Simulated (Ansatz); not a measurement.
System: Hg.

Input

```
crystal:
  lattice:
    - [2.3213289716, -2.1065358377, 0.004637956]
    - [2.3262799486, 2.1119420603, 0.0136806495]
    - [-0.3502946285, 0.00629599, 3.100960369]
  atoms:
    - { symbol: Hg, position: [0.5, 0.5, 0.5] }
basis:
  ecutwfc: 420
kpoints:
  mp_grid: { grid: [12, 12, 12] }
hamiltonian:
  xc: pbesol
scf:
  occupations: { method: gaussian, width: 0.1 }
output:
  forces: true
  stress: true
  eigenvalues: true
  write_density: true
  write_potential: true
  elf: true
  volumetric_format: npy
```

Launched as:

```sh
ansatz run input.yaml --threads 1 --pin off --max-ram 1331MiB --backend cpu --events-out ev --progress --plain --runs-dir out
```

Below, planes, directions and counts refer to the standardised cell (a = 4.65 Å, b = 4.22 Å, c = 3.12 Å, α = 89.77°, β = 96.22°, γ = 89.87°).

Space group P-1; a structure from a database of computed crystals, not necessarily the ambient phase; changed on purpose from its base cell (all atoms moved at random, cell strained at random); computed pressure about −4 GPa in this cell.

Level of theory: DFT PBEsol, scalar-relativistic, plane waves, PAW (Ansatz).

> What can the converged valence pseudo-density and electron localisation function tell about the bonding?

Hg–Hg (3.12 Å): the density is about 0.19 e/Å³ at the midpoint; the ELF is about 0.20 at the midpoint: no localised pair shows between them.

> Does the calculation give a band gap?

It is metallic or semimetallic at this level of theory: no gap opens.

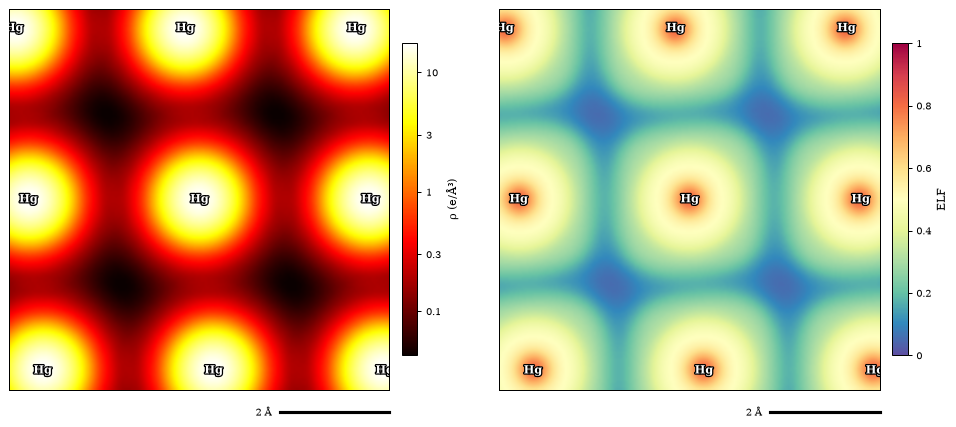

Computed valence pseudo-density and electron localisation function on the (110) plane of the standardised cell, in this order. 

In a PAW calculation such maps are meaningful between the atoms, not at the nuclei.
